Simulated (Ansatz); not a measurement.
System: TiCo, space group Pm-3m (No. 221).

Starting cell:
```xyz
2
Lattice="2.9856 0.0000 0.0000 0.0000 2.9856 0.0000 0.0000 0.0000 2.9856" Properties=species:S:1:pos:R:3 pbc="T T T"
Ti    0.0000    0.0000    0.0000
Co    1.4928    1.4928    1.4928
```

Calculation (Ansatz 0.2.0): energy, stress and cell of a relaxed crystal along a series of strains, atoms and what the cell freedom names relaxed within the symmetry; stress is positive in compression; plane waves with PAW datasets, Γ-centred k mesh; energies extrapolated to zero smearing. Level: PBE, collinear spin. The state reached is ferromagnetic.

- wave cutoff: 420 eV
- k mesh: 18×18×18
- occupations: Gaussian
- smearing width: 0.1 eV
- strain kind: stretch along c with a and b held
- cell freedom: cell held, only c stretched

What does the calculation give for the energy change and stress zz against strain? The strain takes the values −3, −2, −1, 0, 1, 2, 3 %.

The energy rises on both sides of the starting structure, which is therefore a minimum along this path. The energy change is 10.33 meV/atom at strain −3 % and 9.16 meV/atom at 3 %; the lowest computed point is at strain 0 % (0.00 meV/atom), and no other minimum shows. The stress zz falls from 8.16 GPa at strain −3 % to −7.14 GPa at 3 %, and changes sign near 0 %. The solid is metallic at every point.

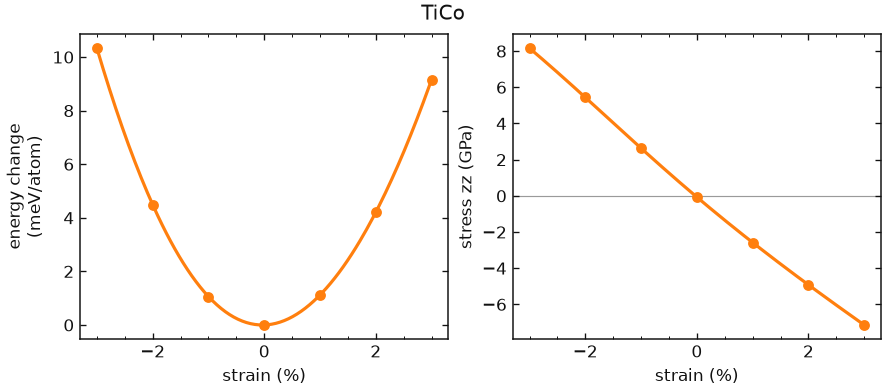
